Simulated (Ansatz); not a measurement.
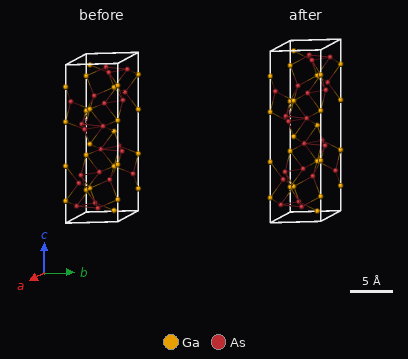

The structure of crystalline Ga$_{2}$As$_{3}$ (built on the corundum_167 type) before (left) and after (right) a relaxation, at one scale.

Style: ball-and-stick. Shown: the conventional cell (3 times the calculation's cell), slightly off an axis. Lengths and directions refer to the drawn axes.

Case: corundum type (R-3c, No. 167).

The calculation used Ansatz 0.2.0, DFT PBE, scalar-relativistic, plane waves, PAW.

Input file:
```yaml
crystal:
  lattice:
    - [3.1786605001, 1.8352004954, 6.562339047]
    - [-3.1786605001, 1.8352004954, 6.562339047]
    - [0.0, -3.6704009908, 6.562339047]
  atoms:
    - { symbol: Ga, position: [0.3604051058, 0.3604051058, 0.3604051058] }
    - { symbol: Ga, position: [0.1395948942, 0.1395948942, 0.1395948942] }
    - { symbol: Ga, position: [0.6395948942, 0.6395948942, 0.6395948942] }
    - { symbol: Ga, position: [0.8604051058, 0.8604051058, 0.8604051058] }
    - { symbol: As, position: [0.5044599915, 0.9955400085, 0.25] }
    - { symbol: As, position: [0.25, 0.5044599915, 0.9955400085] }
    - { symbol: As, position: [0.9955400085, 0.25, 0.5044599915] }
    - { symbol: As, position: [0.4955400085, 0.0044599915, 0.75] }
    - { symbol: As, position: [0.75, 0.4955400085, 0.0044599915] }
    - { symbol: As, position: [0.0044599915, 0.75, 0.4955400085] }
basis:
  ecutwfc: 420
kpoints:
  mp_grid: { grid: [6, 6, 6] }
hamiltonian:
  xc: pbe
scf:
  occupations: { method: gaussian, width: 0.1 }
output:
  forces: true
  stress: true
  eigenvalues: true
relax:
  adjacent_minimum: "off"
  f_tol: 0.01
  max_steps: 80
  cell: { stress_tol: 0.05 }
```

Launched with:
```bash
ansatz run input.yaml --threads 1 --pin off --max-ram 2560MiB --backend cpu --events-out ev --progress --plain --runs-dir out
```

> Describe what moved and what it gained.

The largest moves relative to the cell, 0.13 Å, are those of Ga1, Ga2, Ga3 and Ga4. Ga4 goes along −c. By element the largest moves are Ga 0.13 Å, As 0.02 Å. Cell: a = b 6.357 → 6.151 Å (−3.2 %), c 19.687 → 21.330 Å (+8.3 %). Volume +1.4 %. Some distances before and after: As5–As6 2.802 → 2.746 Å, Ga1–As5 2.709 → 2.735 Å, Ga1–As10 2.652 → 2.671 Å. Bond angles that change, for instance: As8–Ga1–As9 103.8° → 97.5°, Ga1–As6–Ga3 90.9° → 85.3°, As5–Ga1–As8 89.1° → 94.7°. The space group stays R-3c (No. 167). The energy falls by 8.1 meV per atom in 5 accepted moves (6 points after the start). The largest force component goes from 0.15 to 0.007 eV/Å. The pressure goes from −0.15 to 0.04 GPa. The SCF was repeated once at an unchanged geometry on a basis and grid sized afresh for the cell, which shifted the energy by 0.2 meV per atom at most.
